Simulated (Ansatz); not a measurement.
# Geometry relaxation, with input and output: ZnSnP2 (part 2 of 2)

Continued. System: ZnSnP2 (8 atoms in the cell). Method: DFT PBE, scalar-relativistic, plane waves, PAW, no spin polarisation (Ansatz 0.2.0); cutoff 420 eV, 8×8×8 k-mesh, Gaussian smearing of 0.02 eV. The structure derives from a Materials Project entry.

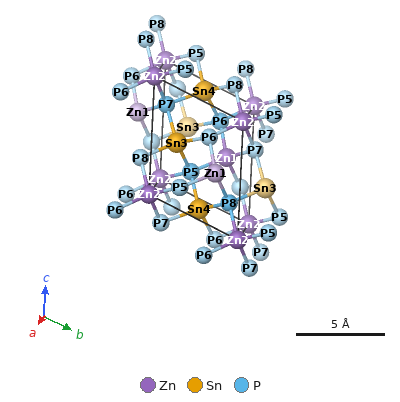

*The geometry at step 3 of the log (ball-and-stick view of the reduced cell, seen at an oblique angle; neighbours outside the cell are drawn fainter; atoms are numbered from 1 in the order of the input).*

### Output, continued
```
--- Per-component energies (eV) ---
  E_band       = -223.057363
  E_kinetic    = 913.077785
  E_local      = -6436.039869  (includes V_loc(G=0)·N_el)
  E_nonlocal   = 1295.405656
  E_hartree    = 3038.263405
  E_xc         = -1282.576168
  E_vxc        = -535.717405  (∫ρ·V_xc dr)
  E_paw        = -14207.375314  (= ΣΔE_a)
  E_vpaw       = -1536.309685  (= ΣTr[D̂ρ^β])
  E_aug_tail   = -0.000690  (compensation charges beyond the density's cutoff)
  E_ewald      = -5031.651321
  E_smearing   = -0.000000  (= −TS)
  E_closure    = 0.000000  (closes the sum)
  Σ components = -21710.896516   (vs F -21710.896516, Δ=0.00e0)
--- Forces (eV/Å), atoms counted from 1 ---
  atom   1  Zn     0.00000000     0.00000000    -0.00000000
  atom   2  Zn     0.00000000    -0.00000000     0.00000000
  atom   3  Sn     0.00000000     0.00000000     0.00000000
  atom   4  Sn    -0.00000000     0.00000000     0.00000000
  atom   5  P     -0.00030795    -0.00000000     0.00000000
  atom   6  P      0.00000000     0.00030795    -0.00000000
  atom   7  P      0.00000000    -0.00030795    -0.00000000
  atom   8  P      0.00030795    -0.00000000    -0.00000000
  max |Σ_I F_I| component: 5.74e-17 eV/Å
--- Stress (GPa, compression-positive) ---
        0.007440       0.000000       0.000000
        0.000000       0.007440      -0.000000
       -0.000000      -0.000000       0.013639
  P = ⅓ Tr σ = 0.0095 GPa (0.095 kbar)
--- Band table (eV; the first three rows and the last of 59) ---
  k-point 0: bands = ["-14.6034", "-14.6030", "-14.6030", "-14.5863", "-14.5759", "-14.5759", "-14.5471", "-14.5431", "-14.5386", "-14.5347", "-5.1828", "-2.9139", "-2.8912", "-2.8912", "-0.7864", "0.2102", "0.2107", "0.2107", "0.3050", "0.3227", "0.3801", "0.4621", "0.5223", "0.5474", "0.5474", "0.7405", "1.9803", "3.4623", "3.4623", "3.6024", "3.6598", "4.5244", "4.5244", "6.9258", "6.9279", "6.9279", "7.6106", "8.3910", "8.5543", "10.2710", "10.2710", "10.4163", "11.3190", "11.3190"]
  k-point 1: bands = ["-14.6044", "-14.6026", "-14.6007", "-14.5868", "-14.5770", "-14.5767", "-14.5464", "-14.5427", "-14.5387", "-14.5349", "-5.0799", "-3.0354", "-2.9988", "-2.9076", "-0.6739", "0.1108", "0.2108", "0.2121", "0.3301", "0.3443", "0.3757", "0.4030", "0.4606", "0.5375", "0.5662", "0.9091", "1.9900", "3.3153", "3.3218", "3.8258", "4.0569", "4.4641", "4.7122", "5.7657", "6.5825", "6.8760", "8.3970", "8.5492", "9.2556", "10.2307", "10.2861", "10.7385", "10.9907", "11.0935"]
  k-point 2: bands = ["-14.6044", "-14.6018", "-14.5974", "-14.5881", "-14.5797", "-14.5789", "-14.5445", "-14.5415", "-14.5389", "-14.5356", "-4.7858", "-3.3339", "-3.2214", "-2.9424", "-0.4377", "-0.0040", "0.2101", "0.2146", "0.3449", "0.3505", "0.3664", "0.3752", "0.4093", "0.5027", "0.5763", "0.9178", "1.8733", "3.1550", "3.8393", "4.0706", "4.2567", "4.5451", "5.0547", "5.2617", "5.7964", "6.7067", "8.7331", "8.8207", "9.8356", "10.3268", "10.4097", "10.7559", "10.8817", "11.3119"]
  k-point 58: bands = ["-14.6086", "-14.6086", "-14.5948", "-14.5948", "-14.5700", "-14.5700", "-14.5483", "-14.5483", "-14.5336", "-14.5336", "-4.3518", "-4.3518", "-2.9200", "-2.9200", "-0.1981", "-0.1981", "0.2418", "0.2418", "0.2762", "0.2762", "0.4265", "0.4265", "0.4336", "0.4336", "0.7615", "0.7615", "3.5667", "3.5667", "4.0704", "4.0704", "4.4033", "4.4033", "5.2985", "5.2985", "5.6246", "5.6246", "8.3124", "8.3124", "8.3822", "8.3822", "9.2394", "9.2394", "10.3592", "10.3592"]
--- Relaxed structure (4 steps of the walk, 4 accepted, 1 SCFs on fresh bases) ---
  F+E_penalty+E_count = -21710.89651628 eV   max|allowed force component| = 3.079e-4 eV/Å   (the final SCF, on the basis selected at the relaxed cell)
  cell:  # Å, volume = 185.8980 Å³
    - [-2.851172574653627, 2.851172574653627, 5.716994044461864]
    - [2.851172574653627, -2.851172574653627, 5.716994044461864]
    - [2.851172574653627, 2.851172574653627, -5.716994044461864]
  atoms:
    - { symbol: Zn, position: [0.75, 0.24999999999999994, 0.5] }
    - { symbol: Zn, position: [5.013474081275284e-35, -9.598954423894863e-21, -9.598954423894777e-21] }
    - { symbol: Sn, position: [0.24999999999999994, 0.75, 0.5] }
    - { symbol: Sn, position: [0.4999999999999999, 0.4999999999999999, -9.59895442389727e-21] }
    - { symbol: P, position: [0.37499999999999994, 0.3527859820500154, 0.47778598205001543] }
    - { symbol: P, position: [0.6472140179499845, 0.12499999999999994, 0.02221401794998451] }
    - { symbol: P, position: [0.10278598205001532, 0.6249999999999998, 0.9777859820500152] }
    - { symbol: P, position: [0.8749999999999999, 0.8972140179499843, 0.5222140179499845] }
```

### Trajectory as extended XYZ (Å, eV, eV/Å), 5 frames, from step=1 to step=5
```
8
Lattice="-2.8238 2.8238 5.6622 2.8238 -2.8238 5.6622 2.8238 2.8238 -5.6622" Properties=species:S:1:pos:R:3:forces:R:3 step=1 energy=-21710.86133 pressure_GPa=2.11
Zn    0.0000    2.8238    2.8311    0.0000   0.0000   0.0000
Zn    0.0000    0.0000    0.0000    0.0000   0.0000   0.0000
Sn    2.8238    0.0000    2.8311    0.0000   0.0000   0.0000
Sn    0.0000    0.0000    5.6622    0.0000   0.0000   0.0000
P     1.2911    1.4119    1.4155   -0.1137   0.0000   0.0000
P    -1.4119    1.5326    4.2466    0.0000   0.1137   0.0000
P     4.2356    1.2911   -1.4155    0.0000  -0.1137   0.0000
P     1.5326    1.4119    7.0777    0.1137   0.0000   0.0000
8
Lattice="-2.8517 2.8517 5.7107 2.8517 -2.8517 5.7107 2.8517 2.8517 -5.7107" Properties=species:S:1:pos:R:3:forces:R:3 step=2 energy=-21710.89200 pressure_GPa=-0.03
Zn    0.0000    2.8517    2.8553    0.0000   0.0000   0.0000
Zn    0.0000    0.0000    0.0000    0.0000   0.0000   0.0000
Sn    2.8517    0.0000    2.8553    0.0000   0.0000   0.0000
Sn    0.0000    0.0000    5.7107    0.0000   0.0000   0.0000
P     1.2871    1.4259    1.4277    0.1144   0.0000   0.0000
P    -1.4259    1.5646    4.2830    0.0000  -0.1144   0.0000
P     4.2776    1.2871   -1.4277    0.0000   0.1144   0.0000
P     1.5646    1.4259    7.1384   -0.1144   0.0000   0.0000
8
Lattice="-2.8494 2.8494 5.7213 2.8494 -2.8494 5.7213 2.8494 2.8494 -5.7213" Properties=species:S:1:pos:R:3:forces:R:3 step=3 energy=-21710.89471 pressure_GPa=0.02
Zn    0.0000    2.8494    2.8606    0.0000   0.0000   0.0000
Zn    0.0000    0.0000    0.0000    0.0000   0.0000   0.0000
Sn    2.8494    0.0000    2.8606    0.0000   0.0000   0.0000
Sn    0.0000    0.0000    5.7213    0.0000   0.0000   0.0000
P     1.2960    1.4247    1.4303    0.0174   0.0000   0.0000
P    -1.4247    1.5535    4.2909    0.0000  -0.0174   0.0000
P     4.2742    1.2960   -1.4303    0.0000   0.0174   0.0000
P     1.5535    1.4247    7.1516   -0.0174   0.0000   0.0000
8
Lattice="-2.8512 2.8512 5.7170 2.8512 -2.8512 5.7170 2.8512 2.8512 -5.7170" Properties=species:S:1:pos:R:3:forces:R:3 step=4 energy=-21710.89479 pressure_GPa=0.01
Zn    0.0000    2.8512    2.8585    0.0000   0.0000   0.0000
Zn    0.0000    0.0000    0.0000    0.0000   0.0000   0.0000
Sn    2.8512    0.0000    2.8585    0.0000   0.0000   0.0000
Sn    0.0000    0.0000    5.7170    0.0000   0.0000   0.0000
P     1.2989    1.4256    1.4292   -0.0004   0.0000   0.0000
P    -1.4256    1.5523    4.2877    0.0000   0.0004   0.0000
P     4.2768    1.2989   -1.4292    0.0000  -0.0004   0.0000
P     1.5523    1.4256    7.1462    0.0004   0.0000   0.0000
8
Lattice="-2.8512 2.8512 5.7170 2.8512 -2.8512 5.7170 2.8512 2.8512 -5.7170" Properties=species:S:1:pos:R:3:forces:R:3 step=5 energy=-21710.89652 pressure_GPa=0.01
Zn    0.0000    2.8512    2.8585    0.0000   0.0000   0.0000
Zn    0.0000    0.0000    0.0000    0.0000   0.0000   0.0000
Sn    2.8512    0.0000    2.8585    0.0000   0.0000   0.0000
Sn    0.0000    0.0000    5.7170    0.0000   0.0000   0.0000
P     1.2989    1.4256    1.4292   -0.0003   0.0000   0.0000
P    -1.4256    1.5523    4.2877    0.0000   0.0003   0.0000
P     4.2768    1.2989   -1.4292    0.0000  -0.0003   0.0000
P     1.5523    1.4256    7.1462    0.0003   0.0000   0.0000
```

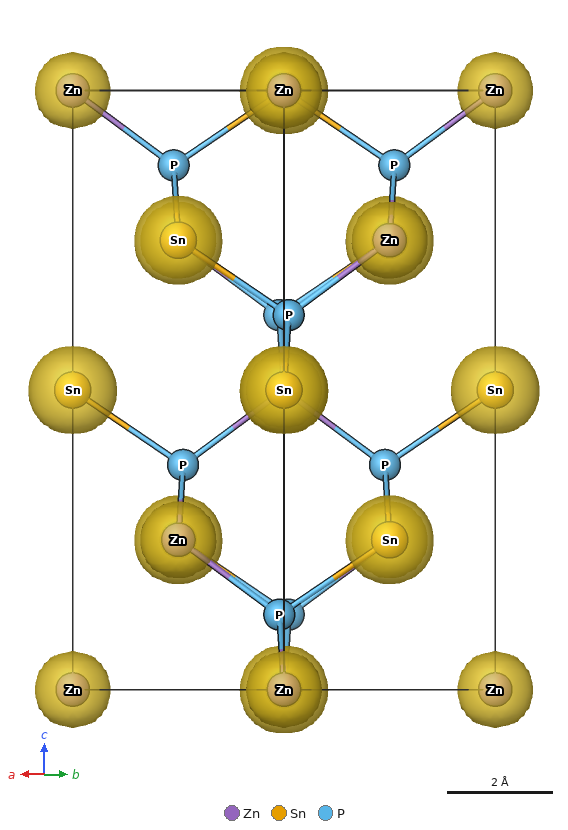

*Isosurface of the valence charge density (pseudo) at 1 e/Å³ (yellow), seen along [110]. Sticks mark near contacts. The outline is the cell set on symmetry axes.*

At this value the density breaks into separate islands; it holds about 50 % of the electrons treated as valence (semicore included). It is pinched off along the Zn–P (2.40 Å) and Sn–P (2.55 Å) contacts. On the grid the lowest density along these lines, outside the cores, is 0.44 e/Å³ (Zn–P, 2.40 Å) and 0.49 e/Å³ (Sn–P, 2.55 Å). In a PAW calculation such maps are meaningful between the atoms, not at the nuclei.

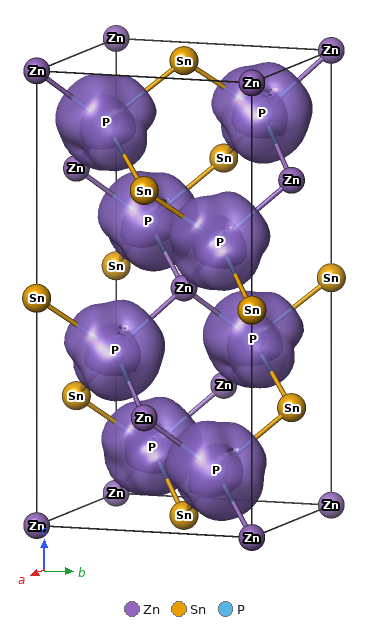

*Isosurface of the ELF at 0.7 (purple), seen slightly off an axis. Core shells and regions of very low density are left out. Sticks mark near contacts. The outline is the cell set on symmetry axes.*

Values along the shortest contacts: Zn–P (2.40 Å): the ELF is about 0.65 at the midpoint. Sn–P (2.55 Å): the ELF is about 0.65 at the midpoint.

The run was set up as follows.

### Input
```yaml
crystal:
  lattice:
    - [-2.823750704, 2.823750704, 5.6621699048]
    - [2.823750704, -2.823750704, 5.6621699048]
    - [2.823750704, 2.823750704, -5.6621699048]
  atoms:
    - { symbol: Zn, position: [0.75, 0.25, 0.5] }
    - { symbol: Zn, position: [0.0, 0.0, 0.0] }
    - { symbol: Sn, position: [0.25, 0.75, 0.5] }
    - { symbol: Sn, position: [0.5, 0.5, 0.0] }
    - { symbol: P, position: [0.375, 0.35362308, 0.47862308] }
    - { symbol: P, position: [0.64637692, 0.125, 0.02137692] }
    - { symbol: P, position: [0.10362308, 0.625, 0.97862308] }
    - { symbol: P, position: [0.875, 0.89637692, 0.52137692] }
basis:
  ecutwfc: 420
kpoints:
  mp_grid: { grid: [8, 8, 8] }
hamiltonian:
  xc: pbe
scf:
  occupations: { method: gaussian, width: 0.02 }
output:
  forces: true
  stress: true
  eigenvalues: true
  write_density: true
  write_potential: true
  elf: true
  volumetric_format: npy
relax:
  adjacent_minimum: "off"
  f_tol: 0.005
  max_steps: 80
  cell: { stress_tol: 0.05 }
```

Launch command:
```bash
ansatz run input.yaml --threads 4 --pin off --max-ram 8192MiB --backend cpu --events-out ev --progress --plain --runs-dir out
```

### Key numbers

- outcome: converged
- space group (tolerance 0.01 Å): I-42d (122)
- electrons treated: 72
- free energy: −21710.8965 eV
- Fermi energy: 7.269 eV
- gap on the k-point mesh: 0.68 eV
- pressure: 0.01 GPa
- final volume: 185.90 Å³
- largest force (length of the vector) at the end: under 0.001 eV/Å
- final cell: a = 6.996 Å, b = 6.996 Å, c = 6.996 Å, α = 131.90°, β = 131.90°, γ = 70.39°
- hardware: 4 threads of Arm Neoverse V1, 24 GiB of memory available, shared host
- wall time: 77 s (CPU time 5.1 min)
- peak memory: 0.77 GiB
